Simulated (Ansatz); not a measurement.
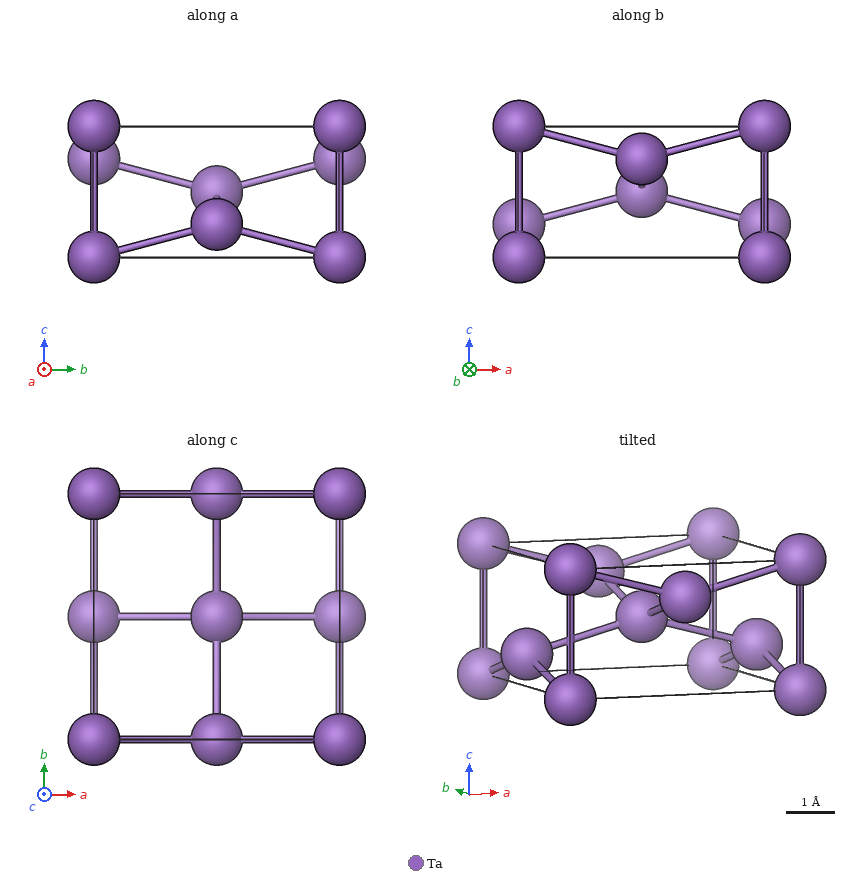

The image is a ball-and-stick drawing of a crystal, viewed along the a axis, along the b axis, along the c axis and slightly off an axis. Thin lines show the conventional unit cell, with boundary atoms drawn in all their periodic places.

Lattice parameters: a = 5.2200 Å, b = 5.2200 Å, c = 2.7817 Å, α = 90.000°, β = 90.000°, γ = 90.000°.

### Write the structure as a CIF in P1 with every atom of the cell.

```cif
data_structure
_symmetry_space_group_name_H-M 'P 1'
_symmetry_Int_Tables_number 1
_cell_length_a 5.2200
_cell_length_b 5.2200
_cell_length_c 2.7817
_cell_angle_alpha 90.000
_cell_angle_beta 90.000
_cell_angle_gamma 90.000
_cell_volume 75.80
loop_
_atom_site_label
_atom_site_type_symbol
_atom_site_fract_x
_atom_site_fract_y
_atom_site_fract_z
_atom_site_occupancy
Ta1 Ta 0.0000 0.0000 0.0000 1
Ta2 Ta 0.0000 0.5000 0.2500 1
Ta3 Ta 0.5000 0.5000 0.5000 1
Ta4 Ta 0.5000 0.0000 0.7500 1
```

The cell started as a structure type filled with this element by a generator (whether the element takes this form wasn't checked). This is the structure after a relaxation with Ansatz 0.2.0, DFT PBEsol, scalar-relativistic, plane waves, PAW.
